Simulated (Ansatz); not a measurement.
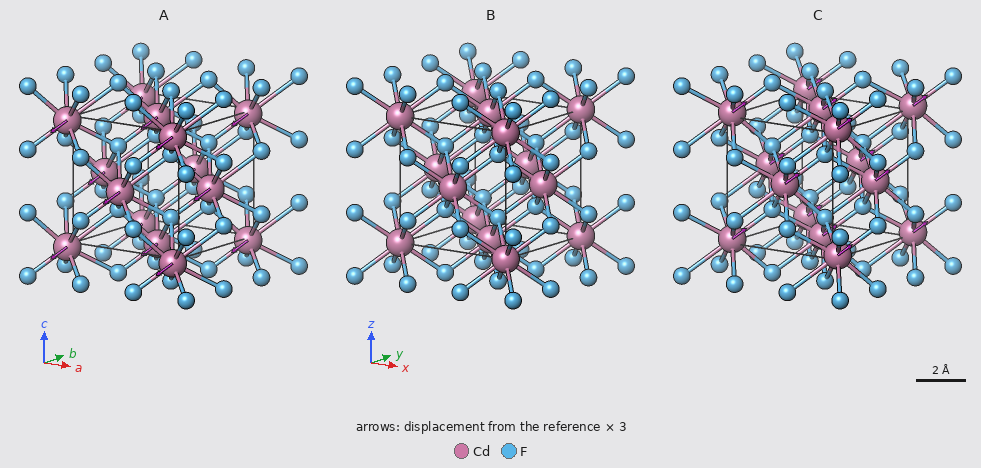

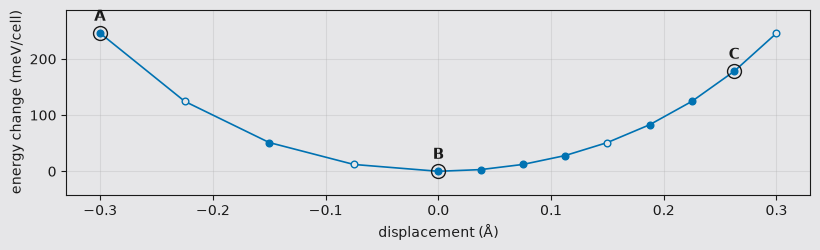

Energy scan for crystalline CdF2 (Fm-3m), in which the whole Cd sublattice is shifted rigidly, along Cartesian [1 1 1], all else fixed. The lettered frames are marked on the plot. Hollow markers are points alike by symmetry, not computed again. The picture is a ball-and-stick view of the conventional cell (4 times the calculation's cell), seen from a free direction. Purple arrows: displacements from the reference. Lengths and directions refer to the drawn axes.

Computed with Ansatz 0.2.0, DFT LDA, scalar-relativistic, plane waves, PAW. Set-up: plane-wave cutoff 420 eV; k-point mesh 8 × 8 × 8; occupations gaussian; smearing width 0.05 eV; no spin polarisation. Energies (free energies at the smearing named) are counted from the cell as listed in its source, which wasn't relaxed.

Read off the main features of the energy profile.

The lowest computed point lies at the displacement 0.00 Å (0.0 meV/cell). At the ends of the scan the energy is 245.8 meV/cell (−0.30 Å) and 245.8 meV/cell (0.30 Å). The curvature at zero is about 4.3 eV/Å² per cell. The well is symmetric. At the highest point the shortest interatomic distance is 2.03 Å, against 2.33 Å in the reference. The distortion takes the space group from Fm-3m to R3m.
